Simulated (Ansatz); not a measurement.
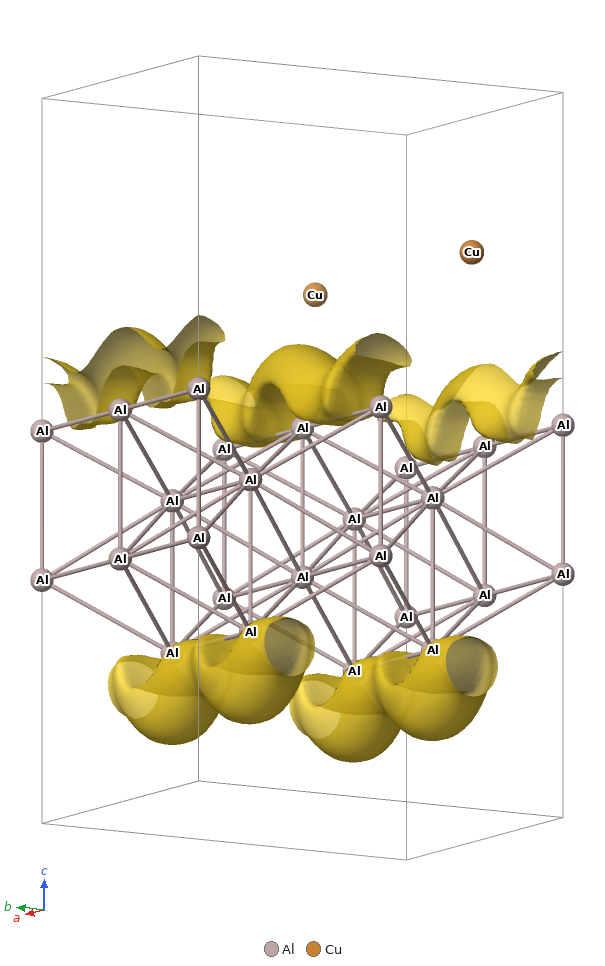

Al16Cu (slab). Isosurface of the electron localisation function at 0.75 (yellow), seen at an oblique angle. Core shells and regions of very low density are left out. Sticks mark near contacts.

Not relaxed (largest force 1.0 eV/Å); computed without spin polarisation; PAW files of the earlier set (soft_1).

The calculation used Ansatz 0.2.0, DFT PBE+D3(BJ), scalar-relativistic, plane waves, PAW.

Core electrons are frozen (PAW), and the valence fields are smoothed inside the atomic spheres.

### Describe the localisation domains.

The surface consists of channels that run through the cell in one direction, counted in one cell of 17 atoms. Counts are for one cell; the picture repeats the cell along the surface. Profiles from the grid: Al–Al (2.79 Å): the ELF peaks at about 0.70 between the atoms. Al–Cu (3.68 Å): the ELF is about 0.35 at the midpoint.

### Does the calculation give a band gap?

It is metallic or semimetallic at this level of theory: no gap opens.
